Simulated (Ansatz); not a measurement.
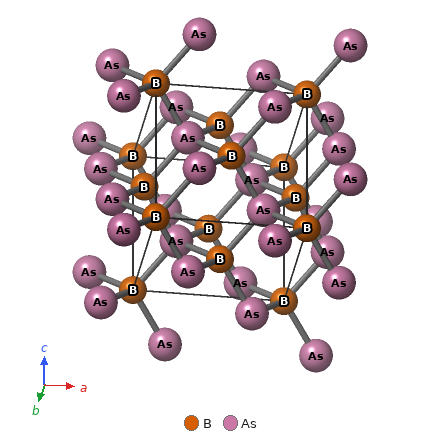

System BAs (space group F-43m, No. 216); source of the atomic positions: the end point of a relaxation with Ansatz 0.2.0, DFT, PBE, plane waves, PAW.

Bonds are taken as As–B below 2.3 Å; no other contact counts. Simplification: prune 0- and 1-connected atoms, fold 2-connected ones into links.

### What kind of net remains, and which atoms are its nodes?

A uninodal 4-connected, three-periodic net: B and As are 4-connected nodes.

### Which named net is it?

It is the dia net, known from diamond, zinc blende and cristobalite.

### Is the net interpenetrated?

It is a single net, without interpenetration.

### Give the first eight terms of the coordination sequence (nodes one, two, three … edges away).

B and As: 4, 12, 24, 42, 64, 92, 124, 162.
